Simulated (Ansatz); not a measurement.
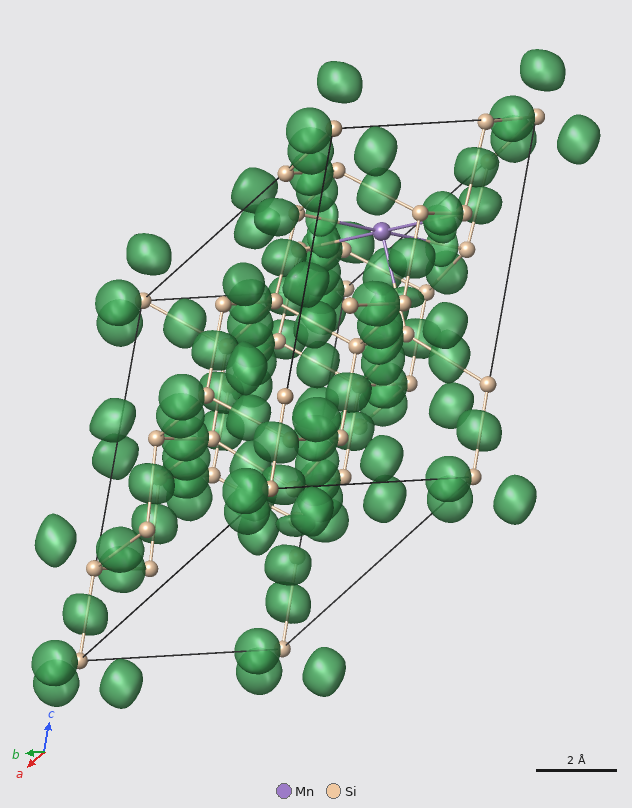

Figure. MnSi₃₀ (cell with a defect). Isosurface of the ELF at 0.85 (green), seen at an oblique angle. Core shells and regions of very low density are left out. Sticks mark near contacts.

Spin-polarised.

Level of theory: DFT PBE, scalar-relativistic, plane waves, PAW in Ansatz 0.2.0.

Core electrons are frozen (PAW), and the valence fields are smoothed inside the atomic spheres.

Where are the electrons localised?

Answer. At this value the surface marks out 57 regions between bonded Si–Si atoms and six lobes of the valence shell of Si pointing towards Mn (polar bonds), counted in one cell of 31 atoms. Any copies at cell faces, edges or corners count once. Profiles from the grid: Si–Si (2.36 Å): the ELF peaks at about 0.95 between the atoms. Mn–Si (2.74 Å): the ELF peaks at about 0.90 in the valence shell of Si, 1.0 Å from its nucleus, and is about 0.70 at the midpoint.

Does the calculation make it a metal, or give it a gap?

Answer. It is gapless in this calculation (a metal or semimetal).

Which magnetic arrangement did the calculation end in?

Answer. A single local moment; site moments Mn: +3.4 μB in one cell of 31 atoms.
